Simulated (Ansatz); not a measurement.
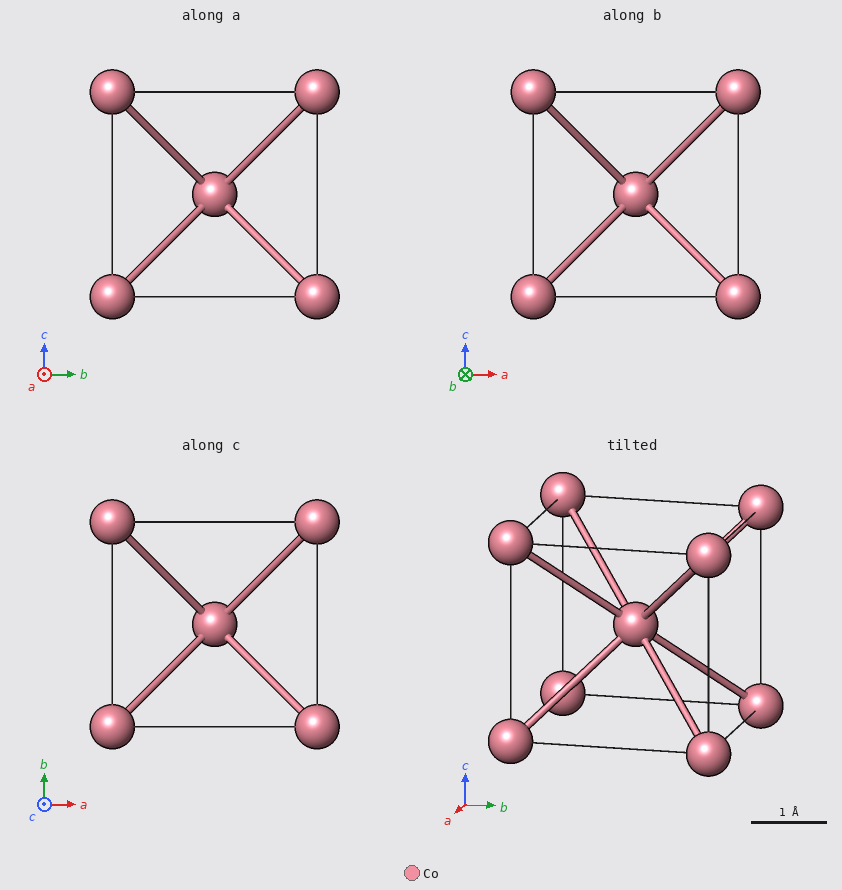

The figure gives a ball-and-stick picture of the atoms, viewed along the a axis, along the b axis, along the c axis and slightly off an axis. The conventional unit cell is outlined; an atom on or near a face, edge or corner is repeated at each equivalent position.

Lattice parameters: a = 2.7622 Å, b = 2.7622 Å, c = 2.7622 Å, α = 90.000°, β = 90.000°, γ = 90.000°.

Q: Give the structure in the form of a CIF in P1 with every atom of the cell.

A:
```cif
data_structure
_symmetry_space_group_name_H-M 'P 1'
_symmetry_Int_Tables_number 1
_cell_length_a 2.7622
_cell_length_b 2.7622
_cell_length_c 2.7622
_cell_angle_alpha 90.000
_cell_angle_beta 90.000
_cell_angle_gamma 90.000
_cell_volume 21.08
loop_
_atom_site_label
_atom_site_type_symbol
_atom_site_fract_x
_atom_site_fract_y
_atom_site_fract_z
_atom_site_occupancy
Co1 Co 0.0000 0.0000 0.0000 1
Co2 Co 0.5000 0.5000 0.5000 1
```

It goes back to a structure type filled with this element by a generator (whether the element takes this form wasn't checked). A relaxation with DFT PBE, scalar-relativistic, plane waves, PAW in Ansatz 0.2.0 gave the geometry drawn.
